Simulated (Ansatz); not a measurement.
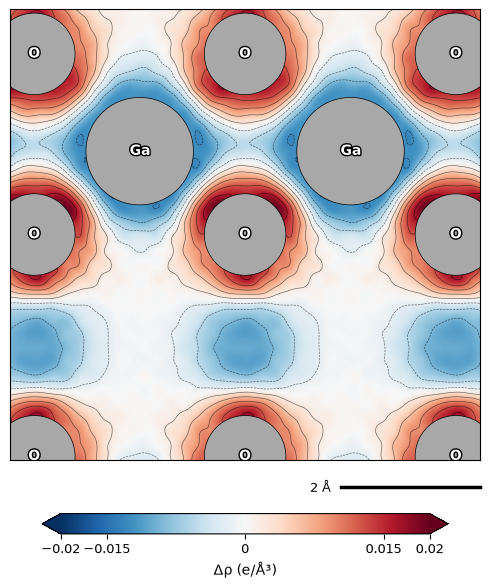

Ga$_{2}$O$_{3}$. Difference of the valence pseudo-densities of two functionals at the same geometry, on the (010) plane of the calculation cell: one of REVPBE and r2SCAN less the other.

Both computed with Ansatz (plane waves, PAW), on the same k-point mesh. Grey discs cover the atomic cores.

```
Ga O
1.0
     0.00000   -3.03710    0.00000
     6.10700    1.51855    0.00000
    -1.38599    0.00000    5.63001
Ga O
4 6
Direct
  0.34134 0.68268 0.68598
  0.65866 0.31732 0.31402
  0.90950 0.81900 0.20540
  0.09050 0.18100 0.79460
  0.50410 0.00820 0.74340
  0.49590 0.99180 0.25660
  0.82670 0.65340 0.43680
  0.17330 0.34660 0.56320
  0.83550 0.67100 0.89020
  0.16450 0.32900 0.10980
```

Q: Which was subtracted from which, and what does the map show?

A: It is r2SCAN less REVPBE. Against REVPBE, r2SCAN gives less density around Ga (−0.010 e/Å³ on average at 1.0 Å from the nucleus) and more density around O (+0.009 e/Å³ on average at 0.7 Å from the nucleus).
